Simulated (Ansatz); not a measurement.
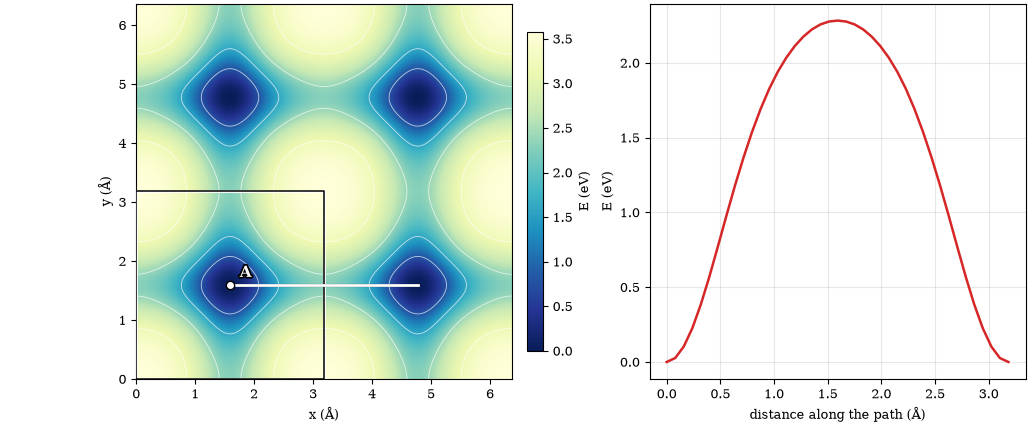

Si on a W(100) slab cut from the Im-3m phase, its upper half relaxed before the scan (16 atoms of substrate and one adsorbate in a 2 × 2 cell). Si is moved over the surface cell; relaxed at each place: the height of the adsorbate's atoms; substrate rigid; the origin of the map has the adsorbate above W13. Places are given modulo a cell vector. The map is drawn in real space over the plane of the surface. The grid has 8 × 8 points; 15 points were computed and 49 follow by symmetry. Places are given in fractions of the 1 × 1 surface cell. Energies are in eV, from the lowest grid point. These are results of DFT PBE, scalar-relativistic, plane waves, PAW (Ansatz), not measurements. Settings: cutoff 420 eV, k-mesh 4×4×1, gaussian smearing 0.1 eV, no spin polarisation.

In the figure: a smooth colour map with a few white contour lines, a line along the lowest path, the outline of one cell of the 2 × 2 shown, the energy along the path at the right, the start A. Between grid points the surface is interpolated.

Question: Describe the path and its barrier.

Answer: The easiest path leads from the well at a fourfold hollow over a second-layer W atom, (4/8, 4/8) of the cell vectors to its copy one period on. Its highest point lies about 2.3 eV above the bottom of the first well on the interpolated surface, at a bridge site between two W atoms, (0/8, 4/8) of the cell vectors. This is the barrier on the constrained surface; relaxing the other coordinates would change it.

PAW datasets: the set soft_1.
